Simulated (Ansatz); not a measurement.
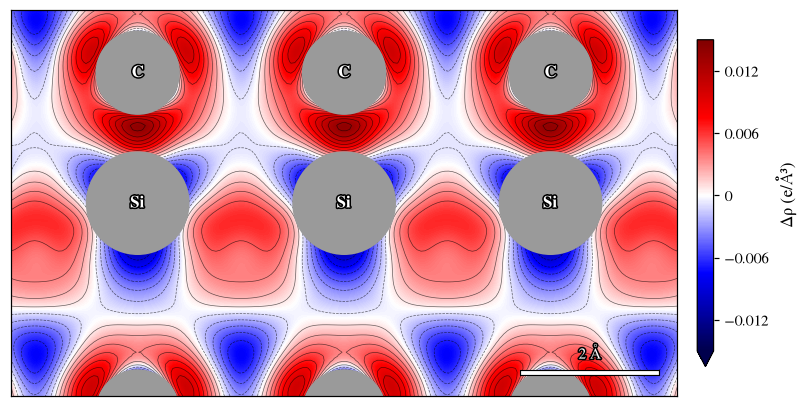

SiC: difference of two self-consistent densities at the same geometry, ρ(HSE06) − ρ(PBE), on the (100) plane of the conventional cell. Grey discs cover the cores, where the PAW densities can't be compared. Cores are masked to 0.8 Å (Si) and 0.6 Å (C).

Space group P6_3mc; not relaxed (largest force 0.8 eV/Å).

Both runs: Ansatz, scalar-relativistic, plane waves and PAW, same cutoff, k-points and PAW files (made with PBE).

### What differs between the two levels of theory?

Against PBE, and outside the masked cores, the largest gain, 0.014 e/Å³, lies 0.8 Å from a carbon nucleus and 1.1 Å from a silicon one, and the largest loss lies at the edge of the masked core of Si.
- Bader charges are Si +2.78 and C −2.78 e with PBE and Si +2.86 and C −2.86 e with HSE06.
- At this volume the pressure is 4 GPa with PBE and roughly −1 GPa with HSE06.
- The gap on the mesh is 2.33 eV with PBE and 3.19 eV with HSE06.

Run times: 3.2 min (HSE06) and 30 s (base cell), on 2 threads of AMD EPYC 7R43 64-Core Processor (Zen 3), with other jobs on the host.
